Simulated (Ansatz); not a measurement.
# NaF: what the fields show

Input

```
crystal:
  lattice:
    - [0.0, 2.3813825, 2.3233]
    - [2.3813825, 0.0, 2.3233]
    - [2.3813825, 2.3813825, 0.0]
  atoms:
    - { symbol: Na, position: [0.0, 0.0, 0.0] }
    - { symbol: F, position: [0.5, 0.5, 0.5] }
basis:
  ecutwfc: 420
kpoints:
  mp_grid: { grid: [8, 8, 8] }
hamiltonian:
  xc: pbesol
scf:
  occupations: { method: gaussian, width: 0.05 }
output:
  forces: true
  stress: true
  eigenvalues: true
  write_density: true
  write_potential: true
  elf: true
  volumetric_format: npy
```

Run with:

```sh
ansatz run input.yaml --threads 1 --pin off --max-ram 2560MiB --backend cpu --events-out ev --progress --plain --runs-dir out
```

Below, planes, directions and counts refer to the conventional cell (a = 3.37 Å, b = 3.37 Å, c = 4.65 Å, α = 90.00°, β = 90.00°, γ = 90.00°).

Space group I4/mmm; changed on purpose from its base cell (strain +0.025 along x and y, +0.000 along z, atoms carried along); computed pressure about −3 GPa in this cell.

Computed with DFT PBEsol, scalar-relativistic, plane waves, PAW (Ansatz 0.2.0).

The density is the valence pseudo-density of a PAW calculation; it isn't the true density close to the nuclei.

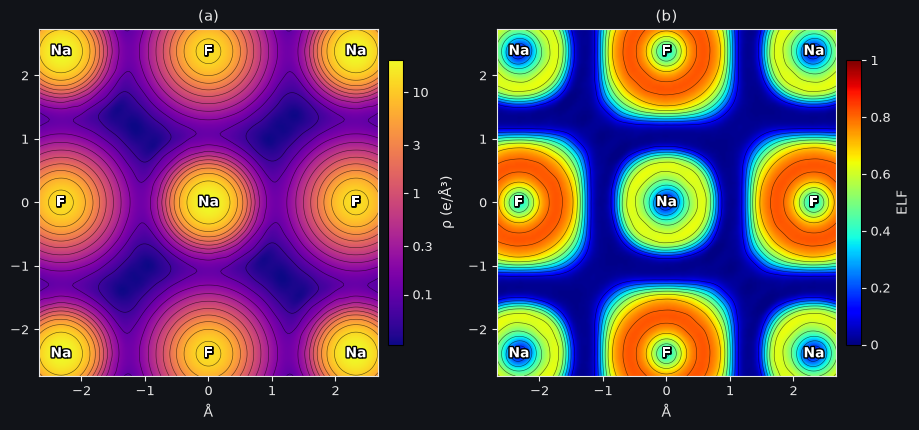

Figure 1. (a) valence pseudo-density; (b) ELF on the (110) plane of the conventional cell.

Question: What does the map show?

Answer: The plane passes through Na and F nuclei.
Na–F (2.32 Å): ρ at the midpoint is about 0.15 e/Å³; the ELF is about 0.05 at the midpoint; a closed-shell, largely ionic contact.
Na–F (2.38 Å): the density is about 0.13 e/Å³ at the midpoint; the ELF is about 0.05 at the midpoint; a largely ionic contact.
Between the atoms the lowest density in this plane is 0.03 e/Å³.
The features right at Na lie inside the PAW spheres, where the map follows smoothed inner orbitals and isn't to be read closely.

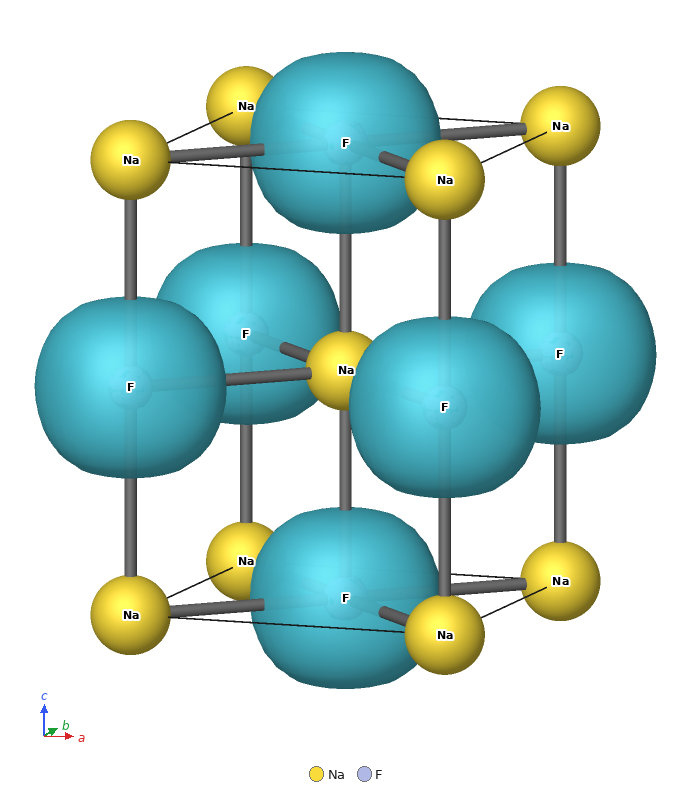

Figure 2. Isosurface of the ELF at 0.6 (cyan), seen at an oblique angle. Core shells and regions of very low density are left out. Sticks mark near contacts.

Question: What do the ELF domains correspond to?

Answer: The ELF exceeds this value in two regions wrapped around F (the valence shell of each), counted in one cell of 4 atoms. Any copies at cell faces, edges or corners count once.

Question: Metal or insulator at this level of theory?

Answer: It is gapped, with a Kohn–Sham gap of 5.9 eV on the k-point mesh (the band edges may lie off the mesh, which would make the gap smaller).
